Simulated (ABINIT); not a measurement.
# KF (Carobbiite): G0W0 with ABINIT, start to end, part 3 of 3

Aim: the G0W0 gap of KF (Carobbiite) on PBE, step by step.

ABINIT 10.8.3; PBE and many-body steps on it, plane waves. Known limits of the many-body steps: not at the basis limit.

So far. Step 4 (Empty states on the mesh, 6×6×6 mesh, 119 bands): On this mesh the gap is 6.199 eV. Step 5 (Screening, 6×6×6 mesh, 111 bands, screening to 179.6 eV): Local fields lower ε∞ by 10 %.

## (6) Self-energy, 6×6×6 mesh, 111 bands, screening to 179.6 eV

The self-energy is evaluated for the states that the input lists, and the levels follow from it, in one-shot runs by the linearised quasiparticle equation.

This step: G0W0 on PBE, plane waves, norm-conserving pseudopotentials.

File run.abi:

```
acell 3*1.0 Angstrom
rprim 
  -0.000000000000 2.671850000000 2.671850000000
  2.671850000000 -0.000000000000 2.671850000000
  2.671850000000 2.671850000000 0.000000000000
ntypat 2
znucl 19 9
natom 2
typat 1 2
xred 
  0.000000000000 0.000000000000 0.000000000000
  0.500000000000 0.500000000000 0.500000000000
pp_dirpath "pseudos"
pseudos "K.upf, F.upf"
ecut 36
ngkpt 6 6 6
nshiftk 1
shiftk 0 0 0
kptopt 1
chksymbreak 0
istwfk *1
occopt 1
irdwfk 1
optdriver 4
nband 111
gwcalctyp 0
ecutsigx 36
symsigma 1
nkptgw 1
kptgw 
  0.0000000000 0.0000000000 0.0000000000
bdgw 
  6 12
ecuteps 6.6
irdscr 1
ppmodel 1
indata_prefix "in"
outdata_prefix "out"
tmpdata_prefix "tmp"
```

The run is started by

```bash
$ OMP_NUM_THREADS=1 mpirun -n 4 abinit run.abi > log
```

Numbers of over 12 decimals in the logs are rounded to 6 here.

What it wrote:

```text
.Version 10.8.3 of ABINIT. v10.8.2 released Aug 2026.

 Symmetries : space group Fm -3 m (#225); Bravais cF (face-center cubic)
[... echo of the input left out ...]
== DATASET  1 ==================================================================
-   mpi_nproc: 4, omp_nthreads: 1 (-1 if OMP is not activated)

--- !DatasetInfo
iteration_state: {dtset: 1, }
dimensions: {natom: 2, nkpt: 16, mband: 111, nsppol: 1, nspinor: 1, nspden: 1, mpw: 2685, }
cutoff_energies: {ecut:  36.0, pawecutdg:  -1.0, }
electrons: {nelect:   1.60000000E+01, charge:   0.00000000E+00, occopt:   1.00000000E+00, tsmear:   1.00000000E-02, }

 SIGMA: Calculation of the GW corrections

 Based on a program developped by R.W. Godby, V. Olevano, G. Onida, and L. Reining.
 Incorporated in ABINIT by V. Olevano, G.-M. Rignanese, and M. Torrent.
.Using double precision arithmetic ; gwpc =  8

[... cell and pseudopotentials left out ...]
--------------------------------------------------------------------------------

 ==== K-mesh for the wavefunctions ====
 Number of points in the irreducible wedge :    16
[... list of points left out ...]
 Together with 48 symmetry operations and time-reversal symmetry
 yields   216 points in the full Brillouin Zone.

 ==== Q-mesh for screening function ====
 Number of points in the irreducible wedge :    16
[... list of points left out ...]
 Together with 48 symmetry operations and time-reversal symmetry
 yields   216 points in the full Brillouin Zone.

 vcoul_init : cutoff-mode = AUXILIARY_FUNCTION
 q-points for optical limit:   1
     1)      0.000010    0.000020    0.000030
 setmesh: FFT mesh size selected  =    40x   40x   40
          total number of points  =        64000

 Number of electrons calculated from density =   16.0000; Expected =   16.0000
 average of density, n =  0.062152
 r_s =    1.5661
 omega_plasma =   24.0483 [eV]

 === KS Band Gaps ===
  >>>> For spin  1
   Minimum direct gap =   6.1994 [eV], located at k-point      :   0.0000  0.0000  0.0000
   Fundamental gap    =   6.1994 [eV], Top of valence bands at :   0.0000  0.0000  0.0000
                                       Bottom of conduction at :   0.0000  0.0000  0.0000
 SIGMA fundamental parameters:
 PLASMON POLE MODEL  1
 number of plane-waves for SigmaX                 2685
 number of plane-waves for SigmaC and W            181
 number of plane-waves for wavefunctions          2685
 number of bands                                   111
 number of independent spin polarizations            1
 number of spinorial components                      1
 number of k-points in IBZ                          16
 number of q-points in IBZ                          16
 number of symmetry operations                      48
 number of k-points in BZ                          216
 number of q-points in BZ                          216
 number of frequencies for dSigma/dE                 9
 frequency step for dSigma/dE [eV]                0.25
 number of omega for Sigma on real axis              0
 max omega for Sigma on real axis  [eV]           0.00
 zcut for avoiding poles [eV]                     0.10

 EPSILON^-1 parameters (SCR file):
 dimension of the eps^-1 matrix on file            181
 dimension of the eps^-1 matrix used               181
 number of plane-waves for wavefunctions          2685
 number of bands                                   111
 number of q-points in IBZ                          16
 number of frequencies                               2
 number of real frequencies                          1
 number of imag frequencies                          1

 matrix elements of self-energy operator (all in [eV])

 Perturbative Calculation

--- !SelfEnergy_ee
iteration_state: {dtset: 1, }
kpoint     : [   0.000,    0.000,    0.000, ]
spin       : 1
KS_gap     :    6.199
QP_gap     :    9.590
Delta_QP_KS:    3.390
data: !SigmaeeData |
     Band     E0 <VxcDFT>   SigX SigC(E0)      Z dSigC/dE  Sig(E)    E-E0       E
        6   0.131 -21.899 -29.568   4.749   0.809  -0.237 -24.260  -2.362  -2.231
        7   0.131 -21.899 -29.568   4.749   0.809  -0.237 -24.260  -2.362  -2.231
        8   0.131 -21.899 -29.568   4.749   0.809  -0.237 -24.260  -2.362  -2.231
        9   6.330  -7.969  -4.027  -2.797   0.898  -0.113  -6.941   1.028   7.359
       10  10.825 -10.841  -4.975  -3.079   0.891  -0.122  -8.359   2.482  13.307
       11  10.825 -10.841  -4.975  -3.079   0.891  -0.122  -8.359   2.482  13.307
       12  10.825 -10.841  -4.975  -3.079   0.891  -0.122  -8.359   2.482  13.307

== END DATASET(S) ==============================================================
================================================================================

 -outvars: echo values of variables after computation  --------
           etotal      0.0000000000E+00
            nband         111
             nkpt          16
          spgroup         225
 [... the other variables as echoed above ...]

 Calculation completed.
```

It took 6.8 s on 4 MPI ranks of Arm Neoverse V2, shared host; peak memory 1 GiB; 27 s of CPU time.

This step gave:

```
G0W0 gap on the points computed              : 9.59 eV
starting gap on the mesh                     : 6.199 eV
k of the valence top                         : 0, 0, 0
k of the conduction bottom                   : 0, 0, 0
Z at the valence top                         : 0.809
Z at the conduction bottom                   : 0.898
least direct G0W0 gap on the computed points : 9.59 eV
```

The gap on the mesh goes from 6.20 eV to 9.59 eV, a correction of +3.39 eV.

Limits: finite bands, cutoff and mesh. v1 is the top filled band, c1 the lowest empty one. Levels before and after the correction, in eV, zero at the valence-band top of each column:

```tsv
	conduction bottom	valence top
Kohn-Sham	6.20	0.00
G0W0	9.59	0.00
```

```tsv
	level	energy (eV)
Kohn-Sham	Γ v3-v1	0.000
Kohn-Sham	Γ c1	6.199
Kohn-Sham	Γ c2-c4	10.694
G0W0	Γ v3-v1	0.000
G0W0	Γ c1	9.590
G0W0	Γ c2-c4	15.538
```

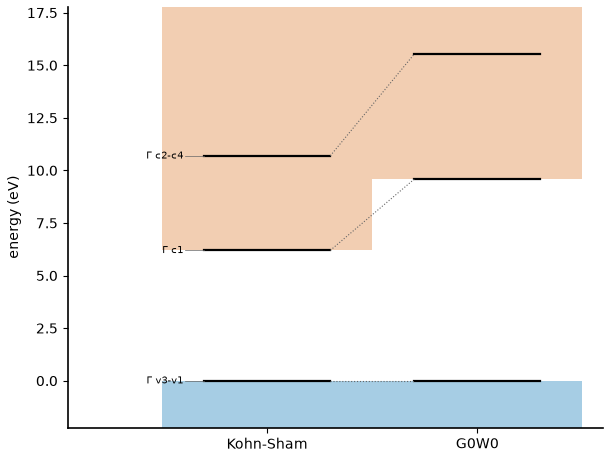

Levels before and after the correction. Shaded: valence and conduction bands.

## (7) Where the time went

Times are wall times on 4 MPI ranks of Arm Neoverse V2, shared host, good to a factor of about two.

```tsv
step	time	share	memory (GiB)
ground state	6.2 s	4 %	0.29
bands along the symmetry lines	8.1 s	5 %	0.28
empty states on the mesh	52 s	33 %	1.8
screening	85 s	54 %	1.1
self-energy	6.8 s	4 %	1.0
```

## (8) Results

```
PBE gap              : 6.20 eV, direct
G0W0 gap on the mesh : 9.59 eV
GW settings          : 6×6×6 mesh, 111 bands, screening to 179.6 eV, Godby-Needs plasmon pole
known limits         : not at the basis limit
```

In words: G0W0 moves the gap on the mesh from 6.20 eV to 9.59 eV (+3.39 eV), with Z of 0.81 and 0.90 at the edges. Local fields lower the RPA ε∞ on this mesh from 2.10 to 1.90. Only 1 of the mesh's irreducible points was corrected, so a valley elsewhere could overtake. The dearest step here is «screening». Bands and cutoff are finite, so the gap is not at the basis limit. The miss can reach some tenths of an eV and take either sign; the mesh is an error of its own. In the G0W0 run levels were corrected at 1 k point alone, so a gap called «on the mesh» is the least over those, and an edge elsewhere would be missed.

[Paths, hosts, dates, memory and timing lines, banners, echoed tables and standing remarks are left out of the program output.]

[Logs are printed without paths, hosts, clocks, repeated set-up lines and the standing remarks that a program may print on its own settings, such as how far it seeks lower states.]

[Runs of the session that timed out or met a known fault of the program may be left out.]

[Hosts, paths, dates, database ids (printed as entryN), source tags and the programs' standing remarks are cut or masked in the printed files.]

[G0W0 gaps are taken among the corrected bands and points alone; a level outside them can change the order at an edge.]

[Where Ansatz stands beside ABINIT at settings called matched, ABINIT's density can come from a denser mesh and the files from another edition; pairs whose starting gaps differed by over 0.03 eV were left out, so agreement reads better than it is.]
